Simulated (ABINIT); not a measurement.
**Run report: I, elastic calculation (part 2 of 2)**

I (I4/mmm, 1 atom in the cell); Kohn-Sham DFT of a periodic cell, LDA, HGH LDA, no spin polarisation (ABINIT 10.8.3); cutoff 489.81 eV, 4×4×4 k-mesh, fermi-dirac of 0.05 eV. The structure derives from a Materials Project entry. The settings are looser than a standard set-up, so the numbers are not reference values.

Geometry of the input (Å; fractional positions):
```
-1.5809  1.5809  3.5595
1.5809  -1.5809  3.5595
1.5809  1.5809  -3.5595
I  0.0000  0.0000  0.0000
```

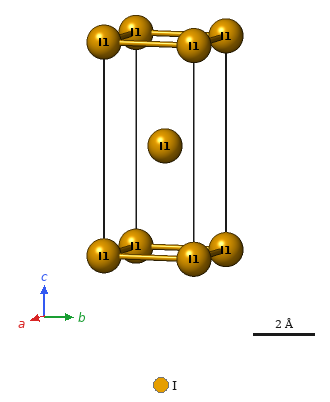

Fig. 1: The structure (ball-and-stick view of the cell 2 times as large as that of the calculation, set on its symmetry axes, seen slightly off an axis; atoms are numbered from 1 in the order of the input).

### Log, continued
```
--------------------------------------------------------------------------------

 symkchk : k-point set has full space-group symmetry.

 ==>  initialize data related to q vector <==

 The list of irreducible perturbations for this q vector is:
    1)    idir= 1    ipert=   1
    2)    idir= 1    ipert=   4
    3)    idir= 2    ipert=   4
    4)    idir= 3    ipert=   4
    5)    idir= 1    ipert=   5
    6)    idir= 2    ipert=   5
    7)    idir= 3    ipert=   5

================================================================================

 The perturbation idir=   2  ipert=   1 is
 symmetric of a previously calculated perturbation.
 So, its SCF calculation is not needed.

 The perturbation idir=   3  ipert=   1 is
 symmetric of a previously calculated perturbation.
 So, its SCF calculation is not needed.

--------------------------------------------------------------------------------
 Perturbation wavevector (in red.coord.)   0.000000  0.000000  0.000000
 Perturbation : displacement of atom   1   along direction   1
 Found     2 symmetries that leave the perturbation invariant.
 symkpt : the number of k-points, thanks to the symmetries,
 is reduced to    24 .

--------------------------------------------------------------------------------

--------------------------------------------------------------------------------

 dfpt_looppert : total number of electrons, from k and k+q
  fully or partially occupied states are    7.000000E+00 and    7.000000E+00.
 Initialisation of the first-order wave-functions :
  ireadwf=   0

--- !BeginCycle
iteration_state: {dtset: 2, }
solver: {iscf: 7, nstep: 80, nline: 4, wfoptalg: 0, }
tolerances: {tolvrs: 1.00E-11, }
...

     iter   2DEtotal(Ha)        deltaE(Ha) residm    vres2
-ETOT  1   42.010134017316     -3.007E+02 3.855E+00 1.322E+05
 ETOT  2  0.35758266670588     -4.165E+01 1.222E-01 1.579E+03
 ETOT  3  2.55640184098098E-02 -3.320E-01 5.174E-03 1.278E+02
 ETOT  4  3.92010293253975E-04 -2.517E-02 2.126E-04 1.185E+00
 ETOT  5  2.35439011262883E-04 -1.566E-04 4.128E-05 8.837E-02
 ETOT  6  2.23505005024549E-04 -1.193E-05 1.354E-06 8.829E-04
 ETOT  7  2.23360051577970E-04 -1.450E-07 7.922E-08 7.369E-06
 ETOT  8  2.23358753160596E-04 -1.298E-09 4.701E-10 1.936E-07
 ETOT  9  2.23358707572174E-04 -4.559E-11 4.924E-11 6.136E-09
 ETOT 10  2.23358709959598E-04  2.387E-12 3.239E-13 4.039E-10
 ETOT 11  2.23358710755406E-04  7.958E-13 1.271E-14 1.709E-11
 ETOT 12  2.23358713029143E-04  2.274E-12 9.237E-17 1.188E-13

 At SCF step   12       vres2   =  1.19E-13 < tolvrs=  1.00E-11 =>converged.
================================================================================

 ----iterations are completed or convergence reached----

 Mean square residual over all n,k,spin=   54.328E-19; max=  92.372E-18

 2DEtotal=    0.2233587130E-03 Ha. Also 2DEtotal=    0.607790021164E-02 eV
    (2DErelax=   -3.4270665160E+02 Ha. 2DEnonrelax=    3.4270687496E+02 Ha)
    (  non-var. 2DEtotal :    2.2334393022E-04 Ha)

--------------------------------------------------------------------------------
 Perturbation wavevector (in red.coord.)   0.000000  0.000000  0.000000
 Found     8 symmetries that leave the perturbation invariant.
 symkpt : the number of k-points, thanks to the symmetries,
 is reduced to    18 .

--------------------------------------------------------------------------------

--------------------------------------------------------------------------------

 dfpt_looppert : total number of electrons, from k and k+q
  fully or partially occupied states are    7.000000E+00 and    7.000000E+00.
 Initialisation of the first-order wave-functions :
  ireadwf=   0

--- !BeginCycle
iteration_state: {dtset: 2, }
solver: {iscf: 7, nstep: 80, nline: 4, wfoptalg: 0, }
tolerances: {tolvrs: 1.00E-11, }
...

     iter   2DEtotal(Ha)        deltaE(Ha) residm    vres2
-ETOT  1   2.4071723132186     -1.203E+01 9.003E+01 3.383E+03
 ETOT  2   1.2585385474160     -1.149E+00 6.163E-02 8.509E+01
 ETOT  3   1.2400747106004     -1.846E-02 2.454E-03 2.420E+00
 ETOT  4   1.2396406058945     -4.341E-04 3.683E-05 1.089E-01
 ETOT  5   1.2396248996655     -1.571E-05 1.877E-06 2.047E-03
 ETOT  6   1.2396245896181     -3.100E-07 3.033E-08 5.240E-05
 ETOT  7   1.2396245815652     -8.053E-09 1.226E-09 5.346E-07
 ETOT  8   1.2396245814716     -9.354E-11 3.773E-11 1.250E-08
 ETOT  9   1.2396245814691     -2.547E-12 1.390E-12 9.116E-10
 ETOT 10   1.2396245814692      1.741E-13 7.843E-14 3.869E-11
 ETOT 11   1.2396245814695      2.238E-13 3.104E-15 2.736E-12

 At SCF step   11       vres2   =  2.74E-12 < tolvrs=  1.00E-11 =>converged.
================================================================================

 ----iterations are completed or convergence reached----

 Mean square residual over all n,k,spin=   25.636E-18; max=  31.040E-16

 2DEtotal=    0.1239624581E+01 Ha. Also 2DEtotal=    0.337319032864E+02 eV
    (2DErelax=   -1.3197108430E+01 Ha. 2DEnonrelax=    1.4436733011E+01 Ha)
    (  non-var. 2DEtotal :    1.2396245823E+00 Ha)

--------------------------------------------------------------------------------
 Perturbation wavevector (in red.coord.)   0.000000  0.000000  0.000000
 Found     8 symmetries that leave the perturbation invariant.
 symkpt : the number of k-points, thanks to the symmetries,
 is reduced to    18 .

--------------------------------------------------------------------------------

--------------------------------------------------------------------------------

 dfpt_looppert : total number of electrons, from k and k+q
  fully or partially occupied states are    7.000000E+00 and    7.000000E+00.
 Initialisation of the first-order wave-functions :
  ireadwf=   0

--- !BeginCycle
iteration_state: {dtset: 2, }
solver: {iscf: 7, nstep: 80, nline: 4, wfoptalg: 0, }
tolerances: {tolvrs: 1.00E-11, }
...

     iter   2DEtotal(Ha)        deltaE(Ha) residm    vres2
-ETOT  1   2.4071550416272     -1.203E+01 9.004E+01 3.383E+03
 ETOT  2   1.2585075945047     -1.149E+00 6.163E-02 8.509E+01
 ETOT  3   1.2400439227190     -1.846E-02 2.454E-03 2.420E+00
 ETOT  4   1.2396098148459     -4.341E-04 3.683E-05 1.089E-01
 ETOT  5   1.2395941061250     -1.571E-05 1.877E-06 2.047E-03
 ETOT  6   1.2395937962353     -3.099E-07 3.032E-08 5.243E-05
 ETOT  7   1.2395937881782     -8.057E-09 1.227E-09 5.347E-07
 ETOT  8   1.2395937880844     -9.385E-11 3.771E-11 1.247E-08
 ETOT  9   1.2395937880821     -2.325E-12 1.390E-12 9.108E-10
 ETOT 10   1.2395937880819     -2.185E-13 7.839E-14 3.851E-11
 ETOT 11   1.2395937880817     -1.350E-13 3.100E-15 2.726E-12

 At SCF step   11       vres2   =  2.73E-12 < tolvrs=  1.00E-11 =>converged.
================================================================================

 ----iterations are completed or convergence reached----

 Mean square residual over all n,k,spin=   25.813E-18; max=  30.998E-16

 2DEtotal=    0.1239593788E+01 Ha. Also 2DEtotal=    0.337310653556E+02 eV
    (2DErelax=   -1.3197139222E+01 Ha. 2DEnonrelax=    1.4436733010E+01 Ha)
    (  non-var. 2DEtotal :    1.2395937889E+00 Ha)

--------------------------------------------------------------------------------
 Perturbation wavevector (in red.coord.)   0.000000  0.000000  0.000000
 Found    16 symmetries that leave the perturbation invariant.
 symkpt : the number of k-points, thanks to the symmetries,
 is reduced to    13 .

--------------------------------------------------------------------------------

--------------------------------------------------------------------------------

 dfpt_looppert : total number of electrons, from k and k+q
  fully or partially occupied states are    7.000000E+00 and    7.000000E+00.
 Initialisation of the first-order wave-functions :
  ireadwf=   0

--- !BeginCycle
iteration_state: {dtset: 2, }
solver: {iscf: 7, nstep: 80, nline: 4, wfoptalg: 0, }
tolerances: {tolvrs: 1.00E-11, }
...

     iter   2DEtotal(Ha)        deltaE(Ha) residm    vres2
-ETOT  1   2.0401945521032     -1.325E+01 2.318E+00 7.694E+03
 ETOT  2  0.24181195273548     -1.798E+00 5.038E-02 4.865E+02
 ETOT  3  0.15913400465651     -8.268E-02 1.166E-03 3.174E+01
 ETOT  4  0.15416630240858     -4.968E-03 1.120E-04 5.324E-01
 ETOT  5  0.15409336027765     -7.294E-05 3.947E-06 1.957E-03
 ETOT  6  0.15409304831619     -3.120E-07 4.806E-08 8.945E-05
 ETOT  7  0.15409303456550     -1.375E-08 3.697E-09 3.813E-07
 ETOT  8  0.15409303451008     -5.542E-11 5.982E-11 3.531E-08
 ETOT  9  0.15409303450535     -4.722E-12 2.840E-12 3.632E-09
 ETOT 10  0.15409303450466     -6.963E-13 1.128E-13 3.548E-11
 ETOT 11  0.15409303450466      5.329E-15 4.402E-15 1.559E-12

 At SCF step   11       vres2   =  1.56E-12 < tolvrs=  1.00E-11 =>converged.
================================================================================

 ----iterations are completed or convergence reached----

 Mean square residual over all n,k,spin=   42.615E-18; max=  44.016E-16

 2DEtotal=    0.1540930345E+00 Ha. Also 2DEtotal=    0.419308507972E+01 eV
    (2DErelax=   -1.5134286631E+01 Ha. 2DEnonrelax=    1.5288379665E+01 Ha)
    (  non-var. 2DEtotal :    1.5409302464E-01 Ha)

--------------------------------------------------------------------------------
 Perturbation wavevector (in red.coord.)   0.000000  0.000000  0.000000
 Found     4 symmetries that leave the perturbation invariant.
 symkpt : the number of k-points, thanks to the symmetries,
 is reduced to    24 .

--------------------------------------------------------------------------------

--------------------------------------------------------------------------------

 dfpt_looppert : total number of electrons, from k and k+q
  fully or partially occupied states are    7.000000E+00 and    7.000000E+00.
 Initialisation of the first-order wave-functions :
  ireadwf=   0

--- !BeginCycle
iteration_state: {dtset: 2, }
solver: {iscf: 7, nstep: 80, nline: 4, wfoptalg: 0, }
tolerances: {tolvrs: 1.00E-11, }
...

     iter   2DEtotal(Ha)        deltaE(Ha) residm    vres2
-ETOT  1  0.24678481925259     -5.189E+00 4.849E+00 4.308E+02
 ETOT  2  5.04441753066188E-02 -1.963E-01 2.788E-02 9.231E+00
 ETOT  3  4.87813281592074E-02 -1.663E-03 5.272E-04 6.391E-01
 ETOT  4  4.86810580435036E-02 -1.003E-04 2.088E-05 9.027E-04
 ETOT  5  4.86809759050502E-02 -8.214E-08 1.707E-07 2.753E-06
 ETOT  6  4.86809754771010E-02 -4.279E-10 1.369E-08 2.898E-08
 ETOT  7  4.86809754736584E-02 -3.443E-12 3.457E-10 1.130E-09
 ETOT  8  4.86809754733999E-02 -2.585E-13 4.036E-11 6.820E-11
 ETOT  9  4.86809754734595E-02  5.951E-14 8.786E-13 1.940E-12

 At SCF step    9       vres2   =  1.94E-12 < tolvrs=  1.00E-11 =>converged.
================================================================================

 ----iterations are completed or convergence reached----

 Mean square residual over all n,k,spin=   83.339E-16; max=  87.860E-14

 2DEtotal=    0.4868097547E-01 Ha. Also 2DEtotal=    0.132467682644E+01 eV
    (2DErelax=   -5.3871116992E+00 Ha. 2DEnonrelax=    5.4357926747E+00 Ha)
    (  non-var. 2DEtotal :    4.8680961410E-02 Ha)

--------------------------------------------------------------------------------
 Perturbation wavevector (in red.coord.)   0.000000  0.000000  0.000000
 Found     4 symmetries that leave the perturbation invariant.
 symkpt : the number of k-points, thanks to the symmetries,
 is reduced to    24 .

--------------------------------------------------------------------------------

--------------------------------------------------------------------------------

 dfpt_looppert : total number of electrons, from k and k+q
  fully or partially occupied states are    7.000000E+00 and    7.000000E+00.
 Initialisation of the first-order wave-functions :
  ireadwf=   0

--- !BeginCycle
iteration_state: {dtset: 2, }
solver: {iscf: 7, nstep: 80, nline: 4, wfoptalg: 0, }
tolerances: {tolvrs: 1.00E-11, }
...

     iter   2DEtotal(Ha)        deltaE(Ha) residm    vres2
-ETOT  1  0.24678417512323     -5.189E+00 4.849E+00 4.308E+02
 ETOT  2  5.04442248273745E-02 -1.963E-01 2.788E-02 9.231E+00
 ETOT  3  4.87813460165739E-02 -1.663E-03 5.272E-04 6.391E-01
 ETOT  4  4.86810716341959E-02 -1.003E-04 2.088E-05 9.031E-04
 ETOT  5  4.86809893423693E-02 -8.229E-08 1.667E-07 2.752E-06
 ETOT  6  4.86809889151679E-02 -4.272E-10 1.471E-08 2.896E-08
 ETOT  7  4.86809889116844E-02 -3.483E-12 3.971E-10 1.130E-09
 ETOT  8  4.86809889114952E-02 -1.892E-13 4.307E-11 6.824E-11
 ETOT  9  4.86809889115503E-02  5.507E-14 1.118E-12 1.933E-12

 At SCF step    9       vres2   =  1.93E-12 < tolvrs=  1.00E-11 =>converged.
================================================================================

 ----iterations are completed or convergence reached----

 Mean square residual over all n,k,spin=   10.438E-15; max=  11.180E-13

 2DEtotal=    0.4868098891E-01 Ha. Also 2DEtotal=    0.132467719211E+01 eV
    (2DErelax=   -5.3871116858E+00 Ha. 2DEnonrelax=    5.4357926748E+00 Ha)
    (  non-var. 2DEtotal :    4.8680974931E-02 Ha)

--------------------------------------------------------------------------------
 Perturbation wavevector (in red.coord.)   0.000000  0.000000  0.000000
 Found     8 symmetries that leave the perturbation invariant.
 symkpt : the number of k-points, thanks to the symmetries,
 is reduced to    18 .

--------------------------------------------------------------------------------

--------------------------------------------------------------------------------

 dfpt_looppert : total number of electrons, from k and k+q
  fully or partially occupied states are    7.000000E+00 and    7.000000E+00.
 Initialisation of the first-order wave-functions :
  ireadwf=   0

--- !BeginCycle
iteration_state: {dtset: 2, }
solver: {iscf: 7, nstep: 80, nline: 4, wfoptalg: 0, }
tolerances: {tolvrs: 1.00E-11, }
...

     iter   2DEtotal(Ha)        deltaE(Ha) residm    vres2
-ETOT  1  0.10251981989909     -4.656E+00 3.717E+00 1.069E+02
 ETOT  2  3.06929923423706E-02 -7.183E-02 1.429E-02 1.814E-01
 ETOT  3  3.06250466112438E-02 -6.795E-05 1.495E-05 3.280E-03
 ETOT  4  3.06244434728148E-02 -6.031E-07 2.210E-07 4.786E-05
 ETOT  5  3.06244377410131E-02 -5.732E-09 2.050E-09 2.240E-07
 ETOT  6  3.06244377225905E-02 -1.842E-11 5.733E-11 1.555E-09
 ETOT  7  3.06244377223827E-02 -2.078E-13 6.275E-13 1.029E-11
 ETOT  8  3.06244377223454E-02 -3.730E-14 1.924E-14 2.618E-13

 At SCF step    8       vres2   =  2.62E-13 < tolvrs=  1.00E-11 =>converged.
================================================================================

 ----iterations are completed or convergence reached----

 Mean square residual over all n,k,spin=   21.816E-17; max=  19.244E-15

 2DEtotal=    0.3062443772E-01 Ha. Also 2DEtotal=    0.833333403429E+00 eV
    (2DErelax=   -4.7276279580E+00 Ha. 2DEnonrelax=    4.7582523958E+00 Ha)
    (  non-var. 2DEtotal :    3.0624431321E-02 Ha)

================================================================================

 ---- first-order wavefunction calculations are completed ----

 ==> Compute Derivative Database <==

  Dynamical matrix, in cartesian coordinates,
   if specified in the inputs, asr has been imposed
     j1       j2             matrix element
  dir pert dir pert     real part    imaginary part

  Rigid-atom elastic tensor , in cartesian coordinates,
     j1       j2             matrix element
  dir pert dir pert     real part    imaginary part

   1    4   1    4         0.0051621389         0.0000000000
   1    4   2    4        -0.0003260447         0.0000000000
   1    4   3    4        -0.0001690070         0.0000000000

   2    4   1    4        -0.0003260447         0.0000000000
   2    4   2    4         0.0051620107         0.0000000000
   2    4   3    4        -0.0001690070         0.0000000000

   3    4   1    4        -0.0001690026         0.0000000000
   3    4   2    4        -0.0001690112         0.0000000000
   3    4   3    4         0.0006416859         0.0000000000

   1    5   1    5         0.0002027210         0.0000000000

   2    5   2    5         0.0002027210         0.0000000000

   3    5   3    5         0.0001275286         0.0000000000

  Internal strain coupling parameters, in cartesian coordinates,
   zero average net force deriv. has been imposed
     j1       j2             matrix element
  dir pert dir pert     real part    imaginary part

  Phonon wavevector (reduced coordinates) :  0.00000  0.00000  0.00000
 Phonon energies in Hartree :
   0.000000E+00  0.000000E+00  0.000000E+00
 Phonon frequencies in cm-1    :
   0.000000E+00  0.000000E+00  0.000000E+00

== END DATASET(S) ==============================================================
================================================================================

 -outvars: echo values of variables after computation  --------
            acell      7.9432790225E+00  7.9432790225E+00  7.9432790225E+00 Bohr
           etotal1    -1.1556608940E+01
           etotal2     3.0624437722E-02
            fcart1    -0.0000000000E+00 -0.0000000000E+00 -0.0000000000E+00
            fcart2     0.0000000000E+00  0.0000000000E+00  0.0000000000E+00
            rprim     -3.7610283320E-01  3.7610283320E-01  8.4681362630E-01
                       3.7610283320E-01 -3.7610283320E-01  8.4681362630E-01
                       3.7610283320E-01  3.7610283320E-01 -8.4681362630E-01
           strten1     1.0532884445E-04  1.0532884445E-04 -1.7689365953E-05
                       0.0000000000E+00  0.0000000000E+00  0.0000000000E+00
           strten2     0.0000000000E+00  0.0000000000E+00  0.0000000000E+00
                       0.0000000000E+00  0.0000000000E+00  0.0000000000E+00
 Calculation completed.
```
